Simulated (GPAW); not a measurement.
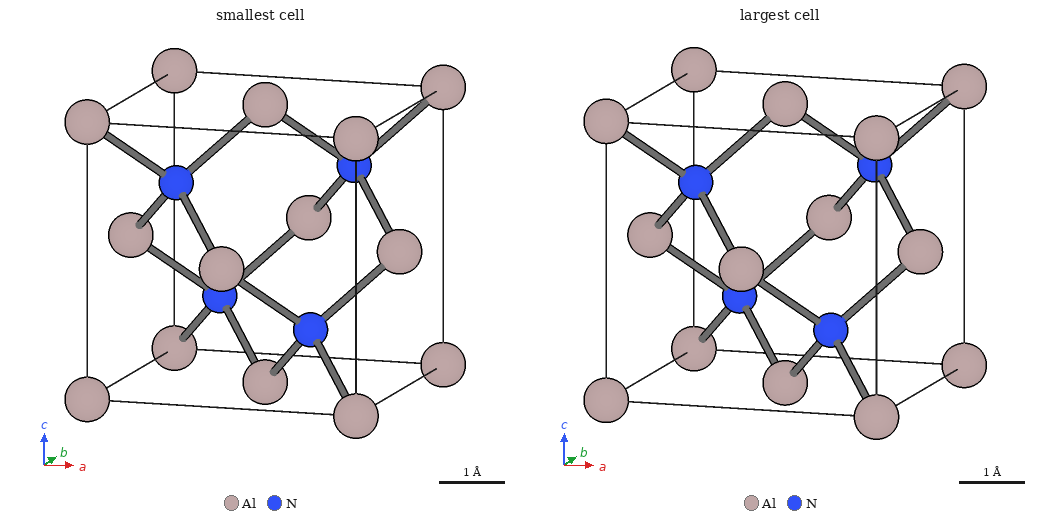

AlN, zinc blende type, space group F-43m (No. 216), relaxed (cell and atoms, zero pressure) with four choices of dispersion term on top of PBEsol; the smallest and the largest of the relaxed conventional cells are drawn to one scale (sticks follow a distance rule). The start was a structure listed in the Materials Project. Other forms of this composition are known.

Alike in all runs: GPAW 26.7.0; functional PBEsol; potentials PAW data sets generated in the run's folder for this functional; cutoff 800 eV; k mesh 10 × 10 × 10 on the run's cell of 2 atoms; occupations fermi-dirac, width 0.05 eV; no spin polarisation; no spin-orbit coupling.

| level | volume (Å³/atom) | a (Å) | gap (eV) |
| --- | --- | --- | --- |
| D3 | 10.42 | 4.368 | 3.18 |
| D3(BJ)-ATM | 10.38 | 4.363 | 3.18 |
| none | 10.53 | 4.383 | 3.18 |
| D3(BJ) | ? | ? | ? |

Question: What does D3(BJ) give?

Answer: Volume 10.35 Å³/atom; a 4.359 Å; gap 3.18 eV. That is the smallest volume of all.

Question: Order the levels by the relaxed volume, smallest first.

Answer: D3(BJ) (10.35 Å³/atom), D3(BJ)-ATM (10.38 Å³/atom), D3 (10.42 Å³/atom), none (10.53 Å³/atom). Rows within a few tenths of a per cent can't be told apart.

Gaps are the least found on the k-mesh, which can miss the band edges.

Caveat: later steps reuse the first step's grids; semilocal functionals give gaps below the measured ones.
